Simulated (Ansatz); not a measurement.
The calculation's input:

```
crystal:
  lattice:
    - [3.1699696454, 0.0, 0.0]
    - [-1.5849848227, 2.7452742421, 0.0]
    - [0.0, 0.0, 10.4142336161]
  atoms:
    - { symbol: Sn, position: [0.0, 0.0, 0.5] }
    - { symbol: Sn, position: [0.0, 0.0, 0.0] }
    - { symbol: O, position: [0.6666666667, 0.3333333333, 0.4048060831] }
    - { symbol: O, position: [0.6666666667, 0.3333333333, 0.0951939169] }
    - { symbol: O, position: [0.3333333333, 0.6666666667, 0.5951939169] }
    - { symbol: O, position: [0.3333333333, 0.6666666667, 0.9048060831] }
basis:
  ecutwfc: 420
kpoints:
  mp_grid: { grid: [12, 12, 2] }
hamiltonian:
  xc: lda
scf:
  occupations: { method: gaussian, width: 0.05 }
output:
  forces: true
  stress: true
  eigenvalues: true
  write_density: true
  write_potential: true
  elf: true
  volumetric_format: npy
```

Launched as:

```sh
ansatz run input.yaml --threads 2 --pin off --max-ram 5120MiB --backend cpu --events-out ev --progress --plain --runs-dir out
```

Below, planes, directions and counts refer to the conventional cell (a = 3.17 Å, b = 3.17 Å, c = 10.41 Å, α = 90.00°, β = 90.00°, γ = 120.00°).

Space group P6₃/mmc; a structure from a database of computed crystals, not necessarily the ambient phase.

The calculation used DFT LDA, scalar-relativistic, plane waves, PAW in Ansatz.

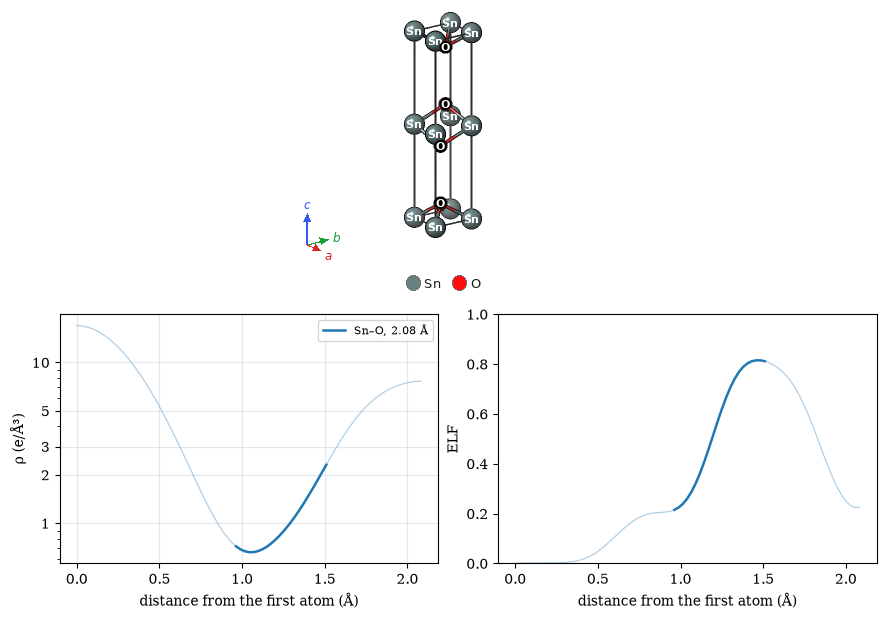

SnO$_{2}$. Valence charge density (pseudo) and ELF along straight lines between neighbouring atoms. Thin, pale parts lie inside the atomic spheres. The structure is drawn too.

The density is the valence pseudo-density of a PAW calculation; it isn't the true density close to the nuclei.

### What can be read from the curves?

Sn–O (2.08 Å): ρ is about 0.66 e/Å³ halfway; the ELF peaks at about 0.80 in the valence shell of O, 0.6 Å from its nucleus, and is about 0.25 at the midpoint (no shared electron pair shows on this line).
